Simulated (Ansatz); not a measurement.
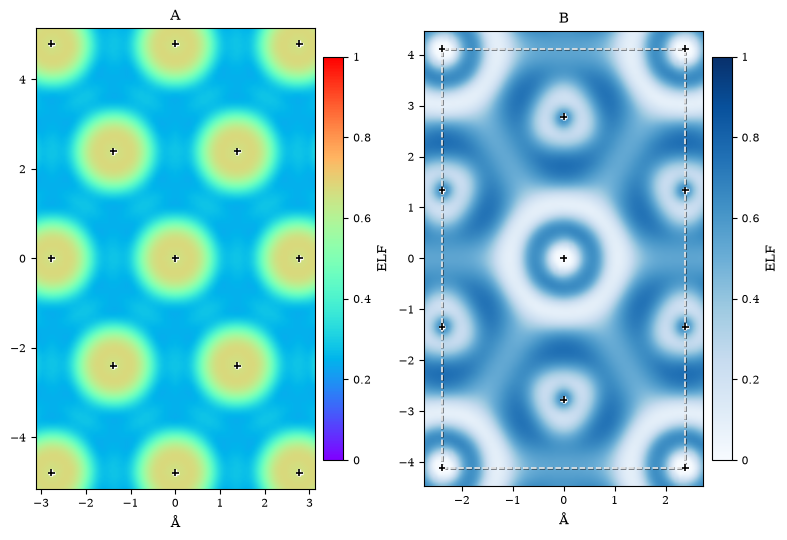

The electron localisation function of 2 systems, each on a plane through atoms (crosses mark nuclei in the plane).

Method: DFT r2SCAN, scalar-relativistic, plane waves, PAW (Ansatz 0.2.0).

System 1: Pt, the (111) plane of the conventional cell. Space group Fm-3m; computed pressure about 5 GPa in this cell.

```
Pt
1.0
     3.91580    0.00000    0.00000
     0.00000    3.91580    0.00000
     0.00000    0.00000    3.91580
Pt
4
Direct
  0.00000 0.00000 0.00000
  0.50000 0.50000 0.00000
  0.50000 0.00000 0.50000
  0.00000 0.50000 0.50000
```

System 2: TiSi2, the (001) plane of the conventional cell. Space group Fddd; computed without spin polarisation.

```
Ti Si
1.0
     4.78069    0.00000    0.00000
     0.00000    8.23197    0.00000
     0.00000    0.00000    8.51622
Ti Si
8 16
Direct
  0.75000 0.25000 0.25000
  0.25000 0.75000 0.25000
  0.25000 0.25000 0.75000
  0.75000 0.75000 0.75000
  0.50000 0.00000 0.00000
  0.00000 0.50000 0.00000
  0.00000 0.00000 0.50000
  0.50000 0.50000 0.50000
  0.25000 0.08733 0.25000
  0.75000 0.58733 0.25000
  0.75000 0.08733 0.75000
  0.25000 0.58733 0.75000
  0.25000 0.41267 0.25000
  0.75000 0.91267 0.25000
  0.75000 0.41267 0.75000
  0.25000 0.91267 0.75000
  0.00000 0.16267 0.00000
  0.50000 0.66267 0.00000
  0.50000 0.16267 0.50000
  0.00000 0.66267 0.50000
  0.50000 0.33733 0.00000
  0.00000 0.83733 0.00000
  0.00000 0.33733 0.50000
  0.50000 0.83733 0.50000
```

Question: Which map belongs to which system?

Answer: Panel A is system 1, Pt: the plane holds Pt. Pt–Pt (2.77 Å): the ELF is about 0.30 at the midpoint; no localised pair shows between them. Panel B is system 2, TiSi2: the plane holds Ti and Si. Ti–Si (2.74 Å): the ELF peaks at about 0.75 in the valence shell of Si, 1.0 Å from its nucleus, and is about 0.40 at the midpoint.
